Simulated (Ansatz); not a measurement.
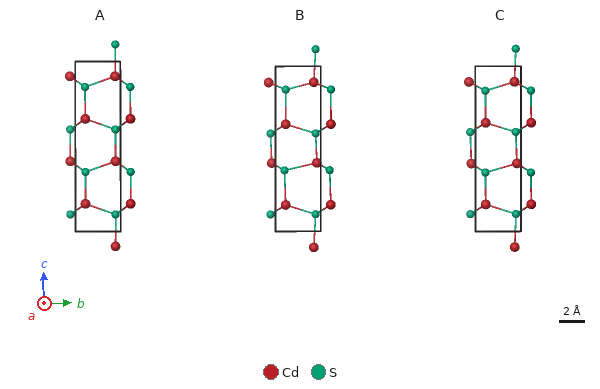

3 geometries from one relaxation of a crystal of CdS (a generated structure, set up in P1) (coarse preliminary run), in shuffled order. The picture is a ball-and-stick view of the cell of the calculation, reduced to other axes, seen along the a axis. Lengths and directions refer to the drawn axes.

Theory: DFT PBE, scalar-relativistic, plane waves, PAW in Ansatz 0.2.0. Set-up: plane-wave cutoff 420 eV; k-point mesh 4 × 4 × 1; occupations gaussian; smearing width 0.1 eV; no spin polarisation; cell and atoms relaxed; force threshold 0.025 eV/Å; at most 60 steps.

### Order the frames from highest to lowest energy.

B, C, A. They are steps 0, 1, 3, at +0.943 eV per cell of the calculation, +0.168 eV per cell of the calculation relative to the last. Over 2 accepted moves (3 points after the start) the energy falls by 0.943 eV per cell of the calculation. The largest force component goes from 2 to 0.013 eV/Å. The pressure goes from 4.61 to −0.02 GPa. The SCF was repeated once at an unchanged geometry on a basis and grid sized afresh for the cell, which shifted the energy by 2.0 meV per cell of the calculation at most. The atom that moves furthest relative to the cell is an S atom (0.29 Å along [−3 2 −2]). Largest moves by element: S 0.29 Å, Cd 0.24 Å. The volume changes by +4.9 %, with a 4.113 → 4.195 Å (+2.0 %), b 4.162 → 4.188 Å (+0.6 %), c 13.289 → 13.689 Å (+3.0 %), α 89.6° → 89.9°, β 89.6° → 89.8°, γ 60.9° → 60.1°. Near-neighbour distances that change, for instance: Cd–S 2.274 → 2.565 Å, Cd–S 2.801 → 2.568 Å, Cd–S 2.339 → 2.565 Å, Cd–S 2.377 → 2.567 Å. Among the angles between lasting bonds that change: S–Cd–S 121.6° → 109.3°, Cd–S–Cd 121.6° → 109.3°, S–Cd–S 97.0° → 108.7°. The space group stays P1 (No. 1).
